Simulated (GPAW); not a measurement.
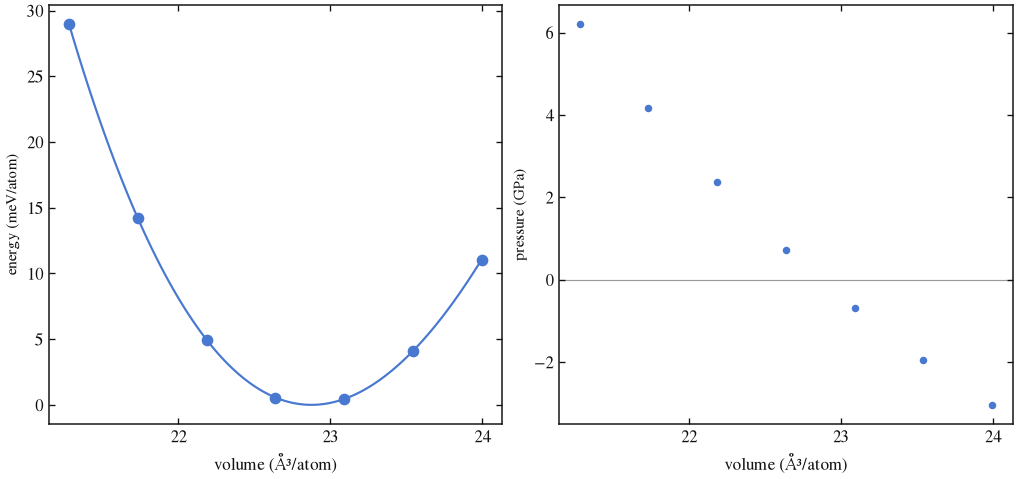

The plot gives the computed energy and pressure against volume for Ge, space group Fd-3m (No. 227).

Cell as given: a = 4.001 Å, b = 4.001 Å, c = 4.001 Å, α = 60.00°, β = 60.00°, γ = 60.00°; 2 atoms.

Computed with GPAW 26.7.0: PAW DFT in plane waves, on a grid or in atomic orbitals, no spin polarisation; energies at scaled volumes of the given cell, shape and fractions fixed, counted from the fit's minimum, third-order Birch-Murnaghan fit. Level: r2SCAN.

- k mesh: 8×8×8
- occupations: Fermi–Dirac
- smearing width: 0.05 eV
- potentials: GPAW PAW data sets (gpaw data 1.2.1)
- wave cutoff: 600 eV
- program settings: basis pw

### Give the fitted equation-of-state parameters.

A third-order Birch–Murnaghan fit gives V0 = 22.88 Å³/atom, B0 = 71.4 GPa and B′ = 5.4.

### Read off the course of the pressure.

It falls from 6.20 GPa at volume 21.28 Å³/atom to −3.04 GPa at 24.00 Å³/atom, and changes sign near 22.87 Å³/atom.
